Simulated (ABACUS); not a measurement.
Ge: band-structure run (part 2 of 2)

Ge (2 atoms in the cell); Kohn-Sham DFT of a periodic cell, PBE, PseudoDojo NC SR 0.5 PBE standard, no spin polarisation (ABACUS 3.10.1); cutoff 1360.57 eV, 7×7×7 k-mesh, fermi-dirac of 0.05 eV. The structure derives from an entry of the Crystallography Open Database.

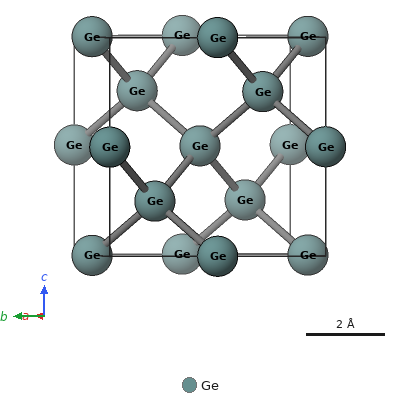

The structure as given in the input (ball-and-stick view of the cell 4 times as large as that of the calculation, set on its symmetry axes, seen at an oblique angle).

## What the program printed, continued
```
 LCAO ALGORITHM --------------- ION=   1  ELEC=   3--------------------------------

 Density error is 0.00185094900619
----------------------------------------------------------
     Energy           Rydberg                 eV
----------------------------------------------------------
 E_KohnSham     -357.2743808944      -4860.9673295858
 E_Harris       -357.2246208389      -4860.2903092987
 E_Fermi        0.7069241218         9.6181961106
----------------------------------------------------------

 LCAO ALGORITHM --------------- ION=   1  ELEC=   4--------------------------------

 Density error is 0.000377334475752
----------------------------------------------------------
     Energy           Rydberg                 eV
----------------------------------------------------------
 E_KohnSham     -357.2743910869      -4860.9674682625
 E_Harris       -357.2697873478      -4860.9048311789
 E_Fermi        0.7081622477         9.6350416774
----------------------------------------------------------

 LCAO ALGORITHM --------------- ION=   1  ELEC=   5--------------------------------

 Density error is 4.0436099852e-05
----------------------------------------------------------
     Energy           Rydberg                 eV
----------------------------------------------------------
 E_KohnSham     -357.2743917866      -4860.9674777822
 E_Harris       -357.2725824881      -4860.9428610134
 E_Fermi        0.7083813727         9.6380230254
----------------------------------------------------------

 LCAO ALGORITHM --------------- ION=   1  ELEC=   6--------------------------------

 Density error is 1.43233107545e-06
----------------------------------------------------------
     Energy           Rydberg                 eV
----------------------------------------------------------
 E_KohnSham     -357.2743917968      -4860.9674779211
 E_Harris       -357.2743843800      -4860.9673770108
 E_Fermi        0.7084291495         9.6386730625
----------------------------------------------------------

 LCAO ALGORITHM --------------- ION=   1  ELEC=   7--------------------------------

 Density error is 3.47315737749e-07
----------------------------------------------------------
     Energy           Rydberg                 eV
----------------------------------------------------------
 E_KohnSham     -357.2743917968      -4860.9674779212
 E_Harris       -357.2743831062      -4860.9673596796
 E_Fermi        0.7084298918         9.6386831615
----------------------------------------------------------

 LCAO ALGORITHM --------------- ION=   1  ELEC=   8--------------------------------

 Density error is 1.61691599182e-08
----------------------------------------------------------
     Energy           Rydberg                 eV
----------------------------------------------------------
 E_KohnSham     -357.2743917968      -4860.9674779206
 E_KS(sigma->0) -357.2743545005      -4860.9669704792
 E_Harris       -357.2743923442      -4860.9674853682
 E_band         -20.0187221794       -272.3686883192
 E_one_elec     -183.1587350045      -2492.0024345336
 E_Hartree      110.7010261252       1506.1647297492
 E_xc           -87.3158501219       -1187.9930873715
 E_Ewald        -197.5007582031      -2687.1356708818
 E_entropy(-TS) -0.0000745925        -0.0010148829
 E_descf        0.0000000000         0.0000000000
 E_exx          0.0000000000         0.0000000000
 E_Fermi        0.7084299606         9.6386840979
----------------------------------------------------------

 charge density convergence is achieved
 final etot is -4860.9674779 eV
 EFERMI = 9.6386840979 eV

 STATE ENERGY(eV) AND OCCUPATIONS    NSPIN == 1
 1/20 kpoint (Cartesian) = 0.0000 0.0000 0.0000 (1274 pws)
       1       -15.3212     0.00583090
       2       -15.3212     0.00583090
       3       -15.3212     0.00583090
       4       -15.2847     0.00583090
       5       -15.2847     0.00583090
       6       -15.0757     0.00583090
       7       -15.0757     0.00583090
       8       -15.0757     0.00583090
       9       -15.0618     0.00583090
      10       -15.0618     0.00583090
      11       -3.16970     0.00583090
      12        9.56794     0.00469121
      13        9.56794     0.00469121
      14        9.56794     0.00469121
      15        9.69636     0.00139860
      16        12.1320    1.28514e-24
      17        12.1320    1.28514e-24
      18        12.1320    1.28514e-24
      19        16.9173    3.50138e-66
      20        19.0119    2.24447e-84
      21        19.0119    2.24447e-84
      22        20.6095        0.00000
      23        20.6095        0.00000
      24        20.6095        0.00000

 2/20 kpoint (Cartesian) = 0.025250 0.025250 0.025250 (1292 pws)
       1       -15.3309      0.0466472
       2       -15.3309      0.0466472
       3       -15.3180      0.0466472
       4       -15.2709      0.0466472
       5       -15.2709      0.0466472
       6       -15.0895      0.0466472
       7       -15.0895      0.0466472
       8       -15.0794      0.0466472
       9       -15.0503      0.0466472
      10       -15.0503      0.0466472
      11       -2.95782      0.0466472
      12        6.86221      0.0466472
      13        9.15592      0.0466442
      14        9.15592      0.0466442
      15        10.6214    1.35954e-10
      16        12.6870    1.55362e-28
      17        12.6870    1.55362e-28
      18        13.4085    8.41197e-35
      19        17.4976    2.55598e-70
      20        18.0601    3.31978e-75
      21        18.0601    3.31978e-75
      22        20.0277        0.00000
      23        22.5703        0.00000
      24        22.5703        0.00000

 3/20 kpoint (Cartesian) = 0.050499 0.050499 0.050499 (1305 pws)
       1       -15.3412      0.0466472
       2       -15.3412      0.0466472
       3       -15.3106      0.0466472
       4       -15.2524      0.0466472
       5       -15.2524      0.0466472
       6       -15.1036      0.0466472
       7       -15.1036      0.0466472
       8       -15.0880      0.0466472
       9       -15.0400      0.0466472
      10       -15.0400      0.0466472
      11       -2.25727      0.0466472
      12        4.22785      0.0466472
      13        8.55266      0.0466472
      14        8.55266      0.0466472
      15        10.1260    2.72972e-06
      16        13.3032    6.90591e-34
      17        13.3032    6.90591e-34
      18        15.9765    4.15770e-57
      19        17.7242    2.74652e-72
      20        18.1555    4.92654e-76
      21        18.1555    4.92654e-76
      22        21.4708        0.00000
      23        25.7002        0.00000
      24        25.7002        0.00000

 4/20 kpoint (Cartesian) = 0.075749 0.075749 0.075749 (1302 pws)
       1       -15.3451      0.0466472
       2       -15.3451      0.0466472
       3       -15.3045      0.0466472
       4       -15.2439      0.0466472
       5       -15.2439      0.0466472
       6       -15.1090      0.0466472
       7       -15.1090      0.0466472
       8       -15.0951      0.0466472
       9       -15.0358      0.0466472
      10       -15.0358      0.0466472
      11       -1.33619      0.0466472
      12        2.29760      0.0466472
      13        8.20457      0.0466472
      14        8.20457      0.0466472
      15        9.79336     0.00202336
      16        13.3363    3.56314e-34
      17        13.3363    3.56314e-34
      18        16.9649    1.08156e-65
      19        19.0485    8.62923e-84
      20        20.0219        0.00000
      21        20.0219        0.00000
      22        21.9459        0.00000
      23        23.2570        0.00000
      24        23.2570        0.00000

 5/20 kpoint (Cartesian) = 0.0000 0.0000 0.050499 (1297 pws)
       1       -15.3293      0.0349854
       2       -15.3284      0.0349854
       3       -15.3284      0.0349854
       4       -15.2731      0.0349854
       5       -15.2556      0.0349854
       6       -15.1164      0.0349854
       7       -15.0723      0.0349854
       8       -15.0647      0.0349854
       9       -15.0647      0.0349854
      10       -15.0463      0.0349854
      11       -2.87632      0.0349854
      12        6.83824      0.0349854
      13        8.51709      0.0349854
      14        8.51709      0.0349854
      15        11.3495    4.83121e-17
      16        12.1351    7.25108e-24
      17        13.6100    1.12173e-36
      18        13.6100    1.12173e-36
      19        16.7348    8.08017e-64
      20        17.8645    1.24582e-73
      21        19.3671    1.10666e-86
      22        21.3458        0.00000
      23        21.3458        0.00000
      24        22.6906        0.00000

 6/20 kpoint (Cartesian) = 0.025250 0.075749 0.025250 (1290 pws)
       1       -15.3458       0.139942
       2       -15.3376       0.139942
       3       -15.3154       0.139942
       4       -15.2564       0.139942
       5       -15.2330       0.139942
       6       -15.1393       0.139942
       7       -15.0909       0.139942
       8       -15.0710       0.139942
       9       -15.0487       0.139942
      10       -15.0351       0.139942
      11       -2.31707       0.139942
      12        4.83371       0.139942
      13        7.72529       0.139942
      14        7.91817       0.139942
      15        11.4482    2.68178e-17
      16        12.4288    8.15222e-26
      17        14.4919    9.80326e-44
      18        14.5788    1.72426e-44
      19        17.3024    3.79967e-68
      20        19.1601    2.77692e-84
      21        19.4072    1.98542e-86
      22        21.4054        0.00000
      23        23.6537        0.00000
      24        25.4585        0.00000

[... levels at 14 further k points ...]

 correction force for each atom along direction 1 is 3.62825e-08
 correction force for each atom along direction 2 is 3.58389e-08
 correction force for each atom along direction 3 is 3.02198e-08
------------------------------------------------------------------------------------------
 TOTAL-FORCE (eV/Angstrom)
------------------------------------------------------------------------------------------
                       Ge1         0.0000000000         0.0000000000         0.0000000000
                       Ge2         0.0000000000         0.0000000000         0.0000000000
------------------------------------------------------------------------------------------

----------------------------------------------------------------
 TOTAL-STRESS (KBAR)
----------------------------------------------------------------
        42.2965845515         0.0000000000        -0.0000000000
         0.0000000000        42.2965845515        -0.0000000000
         0.0000000000         0.0000000000        42.2965845515
----------------------------------------------------------------
 TOTAL-PRESSURE: 42.296585 KBAR

 --------------------------------------------
 !FINAL_ETOT_IS -4860.9674779206125095 eV
 --------------------------------------------
```

This output came from the following input.

## Input
```
INPUT_PARAMETERS
suffix              Ge
calculation         scf
basis_type          lcao
pseudo_dir          ./
orbital_dir         ./
symmetry            1
dft_functional      pbe
ecutwfc             100
pseudo_rcut         7
nspin               1
nbands              24
ks_solver           genelpa
smearing_method     fd
smearing_sigma      0.00367493
scf_thr             1e-07
scf_nmax            100
mixing_type         broyden
mixing_beta         0.7
cal_force           1
cal_stress          1
out_mul             1
out_chg             1
```

## File STRU
```
ATOMIC_SPECIES
Ge 72.6300 Ge.upf

NUMERICAL_ORBITAL
Ge_confined-atom_7au_3s3p3d1f.orb

LATTICE_CONSTANT
1.8897261246

LATTICE_VECTORS
0.0000000000 2.8289100000 2.8289100000
2.8289100000 0.0000000000 2.8289100000
2.8289100000 2.8289100000 0.0000000000

ATOMIC_POSITIONS
Direct

Ge
0.0
2
0.7500000000 0.7500000000 0.7500000000 1 1 1
0.5000000000 0.5000000000 0.5000000000 1 1 1
```

## File KPT
```
K_POINTS
0
Gamma
7 7 7 0 0 0
```

Command:
```bash
OMP_NUM_THREADS=1 mpirun -np 4 abacus > log
```

## Results in brief

```tsv
quantity	value
outcome	converged
space group (tolerance 0.01 Å)	Fd-3m (227)
electrons treated	28
free energy	−4860.9675 eV
Fermi energy of the self-consistent step	9.639 eV
gap on the k-point mesh	0.13 eV
pressure	4.23 GPa
largest force (length of the vector)	under 0.001 eV/Å
hardware	4 threads of AMD EPYC (Zen 5), 64 GiB of memory available, shared host
wall time	4.6 s (CPU time 18 s)
peak memory	0.44 GiB
```

## Notes

Points of doubt noted for this run: home made orbitals.
